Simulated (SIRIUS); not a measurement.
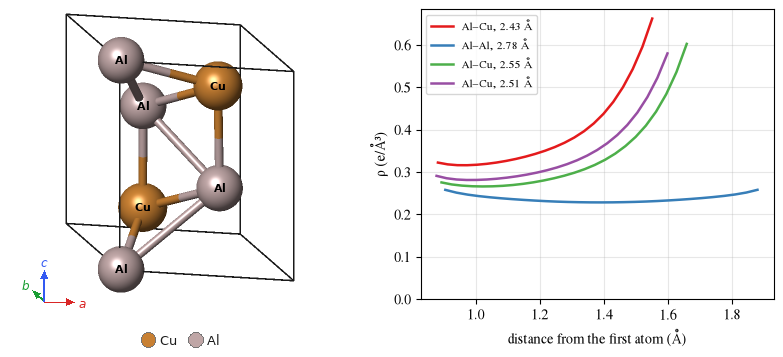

Figure. Al₃Cu₂. Total electron density along straight lines between neighbouring atoms. The curves leave out the atomic cores. The structure is drawn too.

Space group P1; a structure from a database of computed crystals, not necessarily the ambient phase; not relaxed (largest force 0.6 eV/Å).

Theory: Kohn-Sham DFT of a periodic cell, PBEsol, all-electron FP-LAPW (SIRIUS).

The calculation treats all electrons.

Input file:

```
{
  "control": {
    "processing_unit": "cpu",
    "std_evp_solver_name": "lapack",
    "gen_evp_solver_name": "lapack",
    "verbosity": 2,
    "print_forces": true,
    "ortho_rf": true,
    "use_second_variation": true,
    "rmt_max": 3.0,
    "num_bands_to_print": 24,
    "save_wf": true
  },
  "parameters": {
    "electronic_structure_method": "full_potential_lapwlo",
    "xc_functionals": ["XC_GGA_X_PBE_SOL", "XC_GGA_C_PBE_SOL"],
    "core_relativity": "dirac",
    "valence_relativity": "iora",
    "num_fv_states": 50,
    "smearing": "fermi_dirac",
    "smearing_width": 0.0018374661,
    "pw_cutoff": 20,
    "gk_cutoff": 3.89,
    "lmax_apw": 10,
    "lmax_rho": 8,
    "lmax_pot": 8,
    "num_mag_dims": 0,
    "auto_rmt": 0,
    "ngridk": [8, 8, 6],
    "shiftk": [0, 0, 0],
    "num_dft_iter": 80,
    "energy_tol": 1e-07,
    "density_tol": 1e-05,
    "use_symmetry": true
  },
  "settings": {"tol_ne": 1e-10},
  "iterative_solver": {"type": "exact"},
  "mixer": {"type": "anderson", "beta": 0.5, "max_history": 8},
  "unit_cell": {
    "lattice_vectors": [[7.7326679088, 0.0, 0.0], [-3.8663339544, 6.696686848, 0.0], [0.0, 0.0, 9.4349843439]],
    "atom_types": ["Al", "Cu"],
    "atom_files": {"Al": "Al.json", "Cu": "Cu.json"},
    "atoms": {
      "Al": [[0.659973, 0.322899, 0.65487], [0.342228, 0.663317, 0.350388], [0.018126, 0.004946, -0.000201]],
      "Cu": [[0.669786, 0.33182, 0.167677], [0.328612, 0.663543, 0.841052]]
    }
  }
}
```

Command:

```sh
OMP_NUM_THREADS=1 sirius.scf --input=sirius_start.json --output=start.json
OMP_NUM_THREADS=1 sirius.scf --input=sirius.json --output=output.json --task=1
```

Below, planes, directions and counts refer to the conventional cell (a = 4.09 Å, b = 4.09 Å, c = 4.99 Å, α = 90.00°, β = 90.00°, γ = 120.00°).

### What can be read from the curves?

Al–Cu (2.43 Å): ρ at the midpoint is about 0.35 e/Å³.
Al–Al (2.78 Å): ρ at the midpoint is about 0.23 e/Å³.
Al–Cu (2.55 Å): the density is about 0.29 e/Å³ at the midpoint.
Al–Cu (2.51 Å): ρ at the midpoint is about 0.31 e/Å³.
